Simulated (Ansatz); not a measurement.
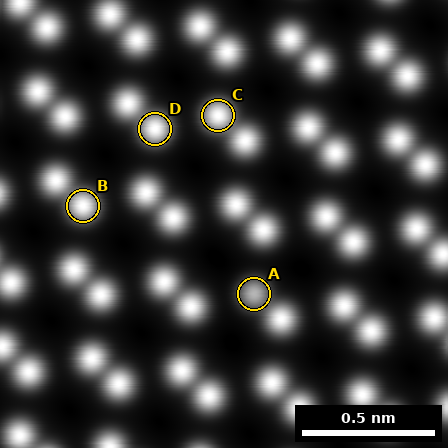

Dark-field STEM-like image of Ir (Fd-3m, No. 227) along [110]. Simulation: incoherent imaging, intensity Z^1.7 per atom, probe width 0.83 Å, thin sample. The probe carries 15 % of its weight in a tail 2.5 times as wide. The display is stretched by a gamma of 0.65; percentages refer to the linear signal. A slight drift was added.

The sample is 2 repeats (8.0 Å) thick. One point defect was put into the perfect crystal, without relaxing the atoms around it. Brightness is counted from the darkest point of the image. Host structure: coordinates from a relaxation with DFT, BLYP, plane waves (420 eV) with PAW, scalar-relativistic (Ansatz 0.2.0); the starting structure was generated, so it need not be a known form of this composition.

Which ringed column holds the defect, and does it scatter more or less than its equals?

A; it scatters less. The column holds 2 atoms (Ir) through the sample, and one Ir atom is replaced by Co, so its peak drops to about 60 % of that of its equals.
